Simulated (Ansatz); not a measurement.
# Run report: AlGaN₂, geometry relaxation

The run: geometry relaxation of AlGaN₂ (P-4m2, 8 atoms in the cell). Method and program: DFT r2SCAN, scalar-relativistic, plane waves, PAW, no spin polarisation (Ansatz 0.2.0).

The structure derives from a Materials Project entry. It belongs to a series of runs on one base structure; here: 0 of 4 N sites taken by Sb, cell and atoms relaxed. Figures and captions count atoms from 1; the log counts them from 0 in places.

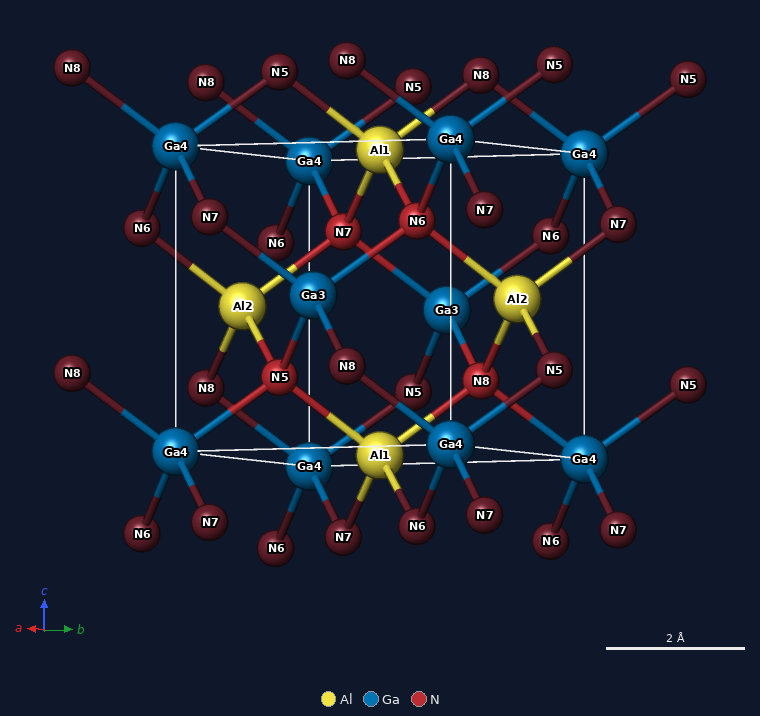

Figure 1. The structure as given in the input (ball-and-stick view of the cell of the calculation, seen at an oblique angle; neighbours outside the cell are drawn fainter; atoms are numbered from 1 in the order of the input). An atom can appear more than once, as a periodic image. Near neighbours in the periodic cell (some may lie outside the picture): Al has 4 N at 1.89 Å; Ga has 4 N at 1.95 Å; N has 2 Al at 1.89 Å and 2 Ga at 1.95 Å.

## Input
```yaml
crystal:
  lattice:
    - [0.0, 0.0, 4.4223567397]
    - [-3.1385264252, 3.1385264252, 0.0]
    - [-3.1385264252, -3.1385264252, 0.0]
  atoms:
    - { symbol: Al, position: [0.5, 0.5, 0.0] }
    - { symbol: Al, position: [0.5, 0.0, 0.5] }
    - { symbol: Ga, position: [0.0, 0.5, 0.5] }
    - { symbol: Ga, position: [0.0, 1.0, 1.0] }
    - { symbol: "N", position: [0.7390831718, 0.25, 0.25] }
    - { symbol: "N", position: [0.7390831718, 0.75, 0.75] }
    - { symbol: "N", position: [0.2609168282, 0.25, 0.75] }
    - { symbol: "N", position: [0.2609168282, 0.75, 0.25] }
basis:
  ecutwfc: 500
kpoints:
  mp_grid: { grid: [6, 6, 6] }
hamiltonian:
  xc: r2scan
scf:
  occupations: { method: gaussian, width: 0.02 }
output:
  forces: true
  stress: true
  eigenvalues: true
relax:
  adjacent_minimum: "off"
  f_tol: 0.015
  max_steps: 60
  cell: { stress_tol: 0.15 }
```

Launch command:
```bash
ansatz run input.yaml --threads 1 --pin off --max-ram 2560MiB --backend cpu --events-out ev --progress --plain --runs-dir out
```

## Log
```
Engine: ansatz 0.2.0, x86_64-unknown-linux-gnu
Pseudopotentials: kind: paw
Pseudopotential: Al, paw, valence charge 3, recommended cutoff 500 eV (meta_gga), Al.paw.azcp
Pseudopotential: Ga, paw, valence charge 13, recommended cutoff 500 eV (meta_gga), Ga.paw.azcp
Pseudopotential: N, paw, valence charge 5, recommended cutoff 500 eV (meta_gga), N.paw.azcp
Functional definition: r2SCAN
  parameter k0 = 0.174
  parameter k1 = 0.065
  parameter a1 = 4.9479
  exchange = r2scan_x(k0 = k0, k1 = k1, a1 = a1)
  correlation = r2scan_c
Crystal: 8 atoms, lattice volume = 87.124 Å³
Basis set: ecut = 500 eV, 2205 PW (Γ), exchange–correlation on 144×144×144 points (64 copies of the dense FFT grid, shifted against one another)
Bands: 34, of which v1, the nominal top of the filled ones, is band 26 counted from 1 (25 counted from 0)
Symmetry: 16 space group operations
Space group: P-4m2 (ITA 115), of the structure as read, at distance tolerance 4.4e-5 Å
k-points: 40 of 216 (time reversal used)
Non-local potential: Al, projectors of the file, l = 0: 2, l = 1: 2, l = 2: 1
Non-local potential: Ga, projectors of the file, l = 0: 2, l = 1: 2, l = 2: 3, l = 3: 1
Non-local potential: N, projectors of the file, l = 0: 2, l = 1: 2, l = 2: 1
PAW form: soft (Blöchl's): semilocal exchange-correlation on the pseudo side does not see the compensation charge
PAW frozen core: Al, regenerated for the run's functional (the file was generated under x = pbe(κ = 0.804, μ = 0.2195149727645171), c = pbe(β = 0.06672455060314922))
PAW frozen core: Ga, regenerated for the run's functional (the file was generated under x = pbe(κ = 0.804, μ = 0.2195149727645171), c = pbe(β = 0.06672455060314922))
PAW frozen core: N, regenerated for the run's functional (the file was generated under x = pbe(κ = 0.804, μ = 0.2195149727645171), c = pbe(β = 0.06672455060314922))
PAW one-centre angular grid: Al, 302 points (default); XC on 160 Gauss nodes
PAW one-centre angular grid: Ga, 590 points (default); XC on 160 Gauss nodes
PAW one-centre angular grid: N, 302 points (default); XC on 160 Gauss nodes
Initial density: superposition of atomic densities (neutral atoms: chi_scale 0, normalization atom), corrected by the library's trained network
Initial wavefunctions: pseudopotential atomic-orbital guess
Functional: x = r2scan, c = r2scan; τ floored in thin density (d = 2e-4 eV/Å³)
SCF iter   1: F=—  HF=-10209.414185 eV  |F-HF|=—  |Δ(HF+E_count)|=         —  Δρ=9.79e-3  dr2=4.94e-2  dr2_τ=4.99e-1  ethr=1.77e-3  ⟨swp⟩=7.1  Hψ=6209  notcnv=0
preconditioner: auto → Resta (q_TF=auto, 2.503 Å⁻¹)  ε∞=3.9  [insulator: Δε(μ)=3.315 eV  Ē_g=16.757 eV  σ=0.020 eV  W_gap=1.00  n_scr=26 (ndim 8)  ℏωp=28.7 eV  f_vac=0.000  D(μ)=0.00/eV (n_scr^D=0)  ε∞_Penn≈3.9]
SCF iter   2: F=—  HF=-10209.618614 eV  |F-HF|=—  |Δ(HF+E_count)|=   2.04e-1  Δρ=5.32e-3  dr2=1.87e-2  dr2_τ=3.79e-4  ethr=9.51e-5  ⟨swp⟩=3.0  Hψ=3079  notcnv=0  defer=139
SCF iter   3: F=—  HF=-10209.616504 eV  |F-HF|=—  |Δ(HF+E_count)|=   2.11e-3  Δρ=3.09e-3  dr2=4.13e-3  dr2_τ=2.45e-4  ethr=3.59e-5  ⟨swp⟩=2.9  Hψ=2305  notcnv=0  defer=139
SCF iter   4: F=—  HF=-10209.616195 eV  |F-HF|=—  |Δ(HF+E_count)|=   3.09e-4  Δρ=3.37e-4  dr2=9.89e-5  dr2_τ=4.25e-5  ethr=7.94e-6  ⟨swp⟩=3.0  Hψ=2430  notcnv=0  defer=139
SCF iter   5: F=—  HF=-10209.616205 eV  |F-HF|=—  |Δ(HF+E_count)|=   9.37e-6  Δρ=1.42e-4  dr2=9.54e-6  dr2_τ=1.27e-6  ethr=1.90e-7  ⟨swp⟩=2.0  Hψ=2176  notcnv=0  defer=139
SCF iter   6: F=—  HF=-10209.616209 eV  |F-HF|=—  |Δ(HF+E_count)|=   4.64e-6  Δρ=3.20e-5  dr2=1.22e-6  dr2_τ=5.32e-8  ethr=1.83e-8  ⟨swp⟩=2.0  Hψ=1701  notcnv=0  defer=139
SCF iter   7: F=-10209.616209 eV  HF=-10209.616209 eV  |F-HF|=3.20e-10  |Δ(HF+E_count)|=   8.75e-8  Δρ=4.82e-6  dr2=1.90e-8  dr2_τ=2.37e-9  ethr=1.92e-10  ⟨swp⟩=9.2  Hψ=6457  notcnv=0
SCF 1 converged in 7 iterations: F = -10209.616209 eV  dr2 = 1.90e-8
  greatest PAW one-centre occupation: 0.995 electrons in one spin orbital (limit 2), on the Ga atom at site 3 (counted from 0), in its partial waves of l = 2
relax step   1: F+E_penalty+E_count = -10209.61620929 eV  Δ(F+E_penalty+E_count) = +0.000e0 eV  max|allowed force component| = 4.714e-4 eV/Å  Δτ_max = 0.0000 Å  P = +0.007 GPa  Ω = 87.124 Å³  (7 SCF iters, dr2 threshold 1.00e-7 eV, accepted)
Initial density: handed on by an earlier stage of this run
Initial wavefunctions: pseudopotential atomic-orbital guess (no wavefunctions were taken with the density)
iter 1 solved again at ethr=4.03e-8 eV; its pass at ethr=3.10e-3 eV (dr2=2.10e-5 eV) is discarded
SCF iter   1: F=—  HF=-10209.616209 eV  |F-HF|=—  |Δ(HF+E_count)|=         —  Δρ=4.93e-6  dr2=1.98e-8  dr2_τ=2.51e-9  ethr=4.03e-8  ⟨swp⟩=3.0  Hψ=9809  notcnv=0
preconditioner: auto → Resta (q_TF=auto, 2.503 Å⁻¹)  ε∞=4.0  [insulator: Δε(μ)=3.369 eV  Ē_g=16.644 eV  σ=0.020 eV  W_gap=1.00  n_scr=26 (ndim 8)  ℏωp=28.7 eV  f_vac=0.000  D(μ)=0.00/eV (n_scr^D=0)  ε∞_Penn≈4.0]
SCF iter   2: F=—  HF=-10209.616209 eV  |F-HF|=—  |Δ(HF+E_count)|=   8.73e-8  Δρ=2.66e-6  dr2=6.03e-9  dr2_τ=2.60e-10  ethr=3.80e-11  ⟨swp⟩=2.0  Hψ=2321  notcnv=0
SCF iter   3: F=—  HF=-10209.616209 eV  |F-HF|=—  |Δ(HF+E_count)|=   2.48e-9  Δρ=1.18e-6  dr2=1.33e-9  dr2_τ=5.21e-11  ethr=1.16e-11  ⟨swp⟩=2.0  Hψ=2083  notcnv=0
SCF iter   4: F=-10209.616209 eV  HF=-10209.616209 eV  |F-HF|=1.04e-10  |Δ(HF+E_count)|=  6.51e-10  Δρ=3.25e-7  dr2=6.46e-11  dr2_τ=1.11e-11  ethr=1.38e-12  ⟨swp⟩=4.7  Hψ=4301  notcnv=0
SCF 2 converged in 4 iterations: F = -10209.616209 eV  dr2 = 6.46e-11
relax step   2: F+E_penalty+E_count = -10209.61620930 eV  Δ(F+E_penalty+E_count) = -5.160e-9 eV  max|allowed force component| = 4.948e-4 eV/Å  Δτ_max = 0.0000 Å  P = +0.007 GPa  Ω = 87.124 Å³  stress off target by 1.42e-2 GPa  SCF on the basis re-selected at this cell (its energy is not comparable with the rows above)  (4 SCF iters)
```

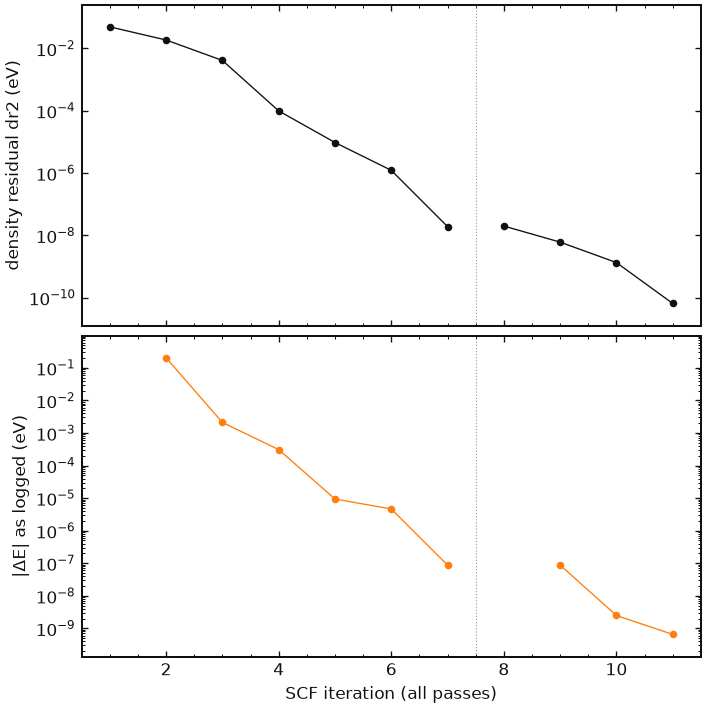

Figure 2. Convergence of the self-consistent field: density residual dr2 and size of the energy change against the SCF iteration. The dotted lines part the SCF passes of the relaxation: geometry steps, rejected trials and re-solves on a re-selected basis. The passes take 7 and 4 iterations.

```
basis re-selected at this cell: Δ(F+E_penalty+E_count) = -5.160e-9 eV, ΔP = -0.000 GPa vs the last step (what re-selecting the basis moved, of the pressure what is left beyond the Pulay correction that the steps carried, after the strain that the cell walked since its last selection, with what the two solves' SCF thresholds leave and, on support functions, any second-order correction that the steps lacked; it is no measure of the basis error at this ecutwfc). This SCF's stress stands 1.42e-2 GPa from its target on what of the cell is left free (relax.cell.stress_tol is 1.50e-1 GPa) and its largest allowed force component is 4.95e-4 eV/Å (relax.f_tol is 1.50e-2 eV/Å): within both
SCF converged after 4 iterations
Free energy (F): -10209.616209 eV
Harris-Foulkes:  -10209.616209 eV  (|F-HF|=1.04e-10)
Internal energy: -10209.616209 eV  (E = F + TS)
E sigma→0 (E₀):  -10209.616209 eV
Fermi energy:    9.856431 eV
--- Per-component energies (eV) ---
  E_band       = -24.297327
  E_kinetic    = 815.094152
  E_local      = -4941.724981  (includes V_loc(G=0)·N_el)
  E_nonlocal   = 1061.394937
  E_hartree    = 2244.698317
  E_xc         = -441.214983
  E_vxc        = -525.544950  (∫ρ·V_xc dr)
  E_paw        = -5479.378230  (= ΣΔE_a)
  E_vpaw       = -951.408053  (= ΣTr[D̂ρ^β])
  E_aug_tail   = -0.000029  (compensation charges beyond the density's cutoff)
  E_vtau       = 28.495189  (kinetic-family band-sum trace: ∫τ·v_τ [+ j·A + Jᵃ·Aᵃ] dr)
  E_ewald      = -3466.940777
  E_core_change = -1.544614  (= ΣΔE_core)
  E_smearing   = -0.000000  (= −TS)
  E_closure    = 0.000000  (closes the sum)
  Σ components = -10209.616209   (vs F -10209.616209, Δ=0.00e0)
--- Forces (eV/Å), atoms counted from 1 ---
  atom   1  Al    -0.00000000     0.00000000     0.00000000
  atom   2  Al    -0.00000000     0.00000000    -0.00000000
  atom   3  Ga    -0.00000000     0.00000000     0.00000000
  atom   4  Ga    -0.00000000     0.00000000    -0.00000000
  atom   5  N      0.00000000     0.00000000     0.00049478
  atom   6  N      0.00000000     0.00000000     0.00049478
  atom   7  N      0.00000000     0.00000000    -0.00049478
  atom   8  N      0.00000000     0.00000000    -0.00049478
  max |Σ_I F_I| component: 7.63e-17 eV/Å
--- Stress (GPa, compression-positive) ---
        0.002649       0.000000      -0.000000
        0.000000       0.002649       0.000000
       -0.000000       0.000000       0.014218
  P = ⅓ Tr σ = 0.0065 GPa (0.065 kbar)
--- Band table (eV; the first three rows and the last of 40) ---
  k-point 0: bands = ["-8.1274", "-6.5656", "-6.5438", "-6.5438", "-5.2171", "-5.2171", "-5.2096", "-5.1504", "-5.0480", "-5.0350", "-4.9969", "-4.1002", "-3.9611", "-3.9611", "2.0446", "2.5625", "3.1450", "5.7778", "5.7778", "5.8230", "5.8527", "5.8527", "5.8561", "7.9584", "8.1718", "8.1718", "11.5409", "12.0177", "12.0177", "12.2604", "15.2134", "16.5609", "17.7327", "20.2805"]
  k-point 1: bands = ["-8.0089", "-6.6118", "-6.5659", "-6.5471", "-5.2258", "-5.2119", "-5.1930", "-5.1307", "-5.0794", "-5.0446", "-5.0072", "-4.1780", "-4.0483", "-3.9274", "2.3087", "2.6860", "3.3510", "5.5066", "5.5271", "5.5792", "5.5815", "5.9643", "5.9878", "7.5041", "7.8192", "7.9905", "12.2580", "12.3623", "12.6260", "12.8013", "15.5399", "16.9893", "18.0394", "19.8338"]
  k-point 2: bands = ["-7.6814", "-6.8416", "-6.5654", "-6.5547", "-5.2314", "-5.1831", "-5.1509", "-5.1469", "-5.0795", "-5.0733", "-5.0297", "-4.6053", "-3.9400", "-3.8697", "2.8613", "3.0113", "3.9692", "4.8956", "4.9958", "5.1046", "5.1357", "6.2871", "6.3204", "6.3657", "7.3995", "7.5164", "13.2450", "13.4633", "13.9876", "14.0610", "16.2575", "17.6399", "18.8861", "19.2279"]
  k-point 39: bands = ["-6.9400", "-6.9400", "-6.6911", "-6.6911", "-5.2035", "-5.2035", "-5.0833", "-5.0833", "-5.0723", "-5.0723", "-4.5852", "-4.5852", "-4.1143", "-4.1143", "1.2959", "1.2959", "1.9032", "1.9032", "7.1500", "7.1500", "7.2650", "7.2650", "7.5559", "7.5559", "7.6186", "7.6186", "14.0122", "14.0122", "15.4780", "15.4780", "18.1960", "18.1960", "18.4611", "18.4611"]
--- Relaxed structure (1 steps of the walk, 1 accepted, 1 SCFs on fresh bases) ---
  F+E_penalty+E_count = -10209.61620930 eV   max|allowed force component| = 4.948e-4 eV/Å   (the final SCF, on the basis selected at the relaxed cell)
  cell:  # Å, volume = 87.1235 Å³
    - [0.0, 0.0, 4.4223567397]
    - [-3.1385264252, 3.1385264252, 0.0]
    - [-3.1385264252, -3.1385264252, 0.0]
  atoms:
    - { symbol: Al, position: [0.5, 0.5, 0.0] }
    - { symbol: Al, position: [0.5, 0.0, 0.5] }
    - { symbol: Ga, position: [0.0, 0.5, 0.5] }
    - { symbol: Ga, position: [0.0, 1.0, 1.0] }
    - { symbol: N, position: [0.7390831718000002, 0.25, 0.25] }
    - { symbol: N, position: [0.7390831718000002, 0.75, 0.75] }
    - { symbol: N, position: [0.2609168282, 0.25, 0.75] }
    - { symbol: N, position: [0.2609168282, 0.75, 0.25] }
```

## Trajectory as extended XYZ (Å, eV, eV/Å), 2 frames, from step=1 to step=2
```
8
Lattice="0.0000 0.0000 4.4224 -3.1385 3.1385 0.0000 -3.1385 -3.1385 0.0000" Properties=species:S:1:pos:R:3:forces:R:3 step=1 energy=-10209.61621 pressure_GPa=0.01
Al   -1.5693    1.5693    2.2112    0.0000   0.0000   0.0000
Al   -1.5693   -1.5693    2.2112    0.0000   0.0000   0.0000
Ga   -3.1385    0.0000    0.0000    0.0000   0.0000   0.0000
Ga   -6.2771    0.0000    0.0000    0.0000   0.0000   0.0000
N    -1.5693    0.0000    3.2685    0.0000   0.0000   0.0005
N    -4.7078    0.0000    3.2685    0.0000   0.0000   0.0005
N    -3.1385   -1.5693    1.1539    0.0000   0.0000  -0.0005
N    -3.1385    1.5693    1.1539    0.0000   0.0000  -0.0005
8
Lattice="0.0000 0.0000 4.4224 -3.1385 3.1385 0.0000 -3.1385 -3.1385 0.0000" Properties=species:S:1:pos:R:3:forces:R:3 step=2 energy=-10209.61621 pressure_GPa=0.01
Al   -1.5693    1.5693    2.2112    0.0000   0.0000   0.0000
Al   -1.5693   -1.5693    2.2112    0.0000   0.0000   0.0000
Ga   -3.1385    0.0000    0.0000    0.0000   0.0000   0.0000
Ga   -6.2771    0.0000    0.0000    0.0000   0.0000   0.0000
N    -1.5693    0.0000    3.2685    0.0000   0.0000   0.0005
N    -4.7078    0.0000    3.2685    0.0000   0.0000   0.0005
N    -3.1385   -1.5693    1.1539    0.0000   0.0000  -0.0005
N    -3.1385    1.5693    1.1539    0.0000   0.0000  -0.0005
```

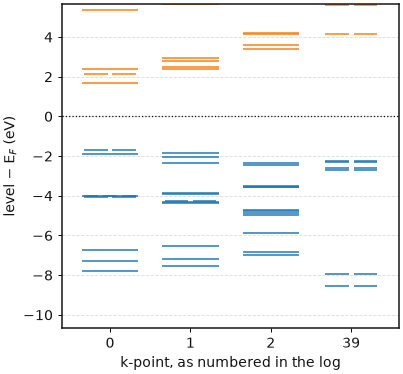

Figure 3. Kohn–Sham levels near the Fermi level (dotted) at the few k-points that the log prints; levels within 0.02 eV of each other stand side by side. Among these points the highest filled and lowest empty levels are 3.37 eV apart, which is the gap on the mesh.

## Key numbers

- outcome: converged
- space group (tolerance 0.01 Å): P-4m2 (115)
- electrons treated: 52
- free energy: −10209.6162 eV
- Fermi energy: 9.856 eV
- gap on the k-point mesh: 3.37 eV
- pressure: 0.01 GPa
- final volume: 87.12 Å³
- largest force (length of the vector) at the end: under 0.001 eV/Å
- final cell: a = 4.422 Å, b = 4.439 Å, c = 4.439 Å, α = 90.00°, β = 90.00°, γ = 90.00°
- hardware: 1 thread of Intel Xeon @ 2.50GHz (Skylake/Cascade Lake), 189 GiB of memory available, shared host
- wall time: 78 s
- peak memory: 0.59 GiB
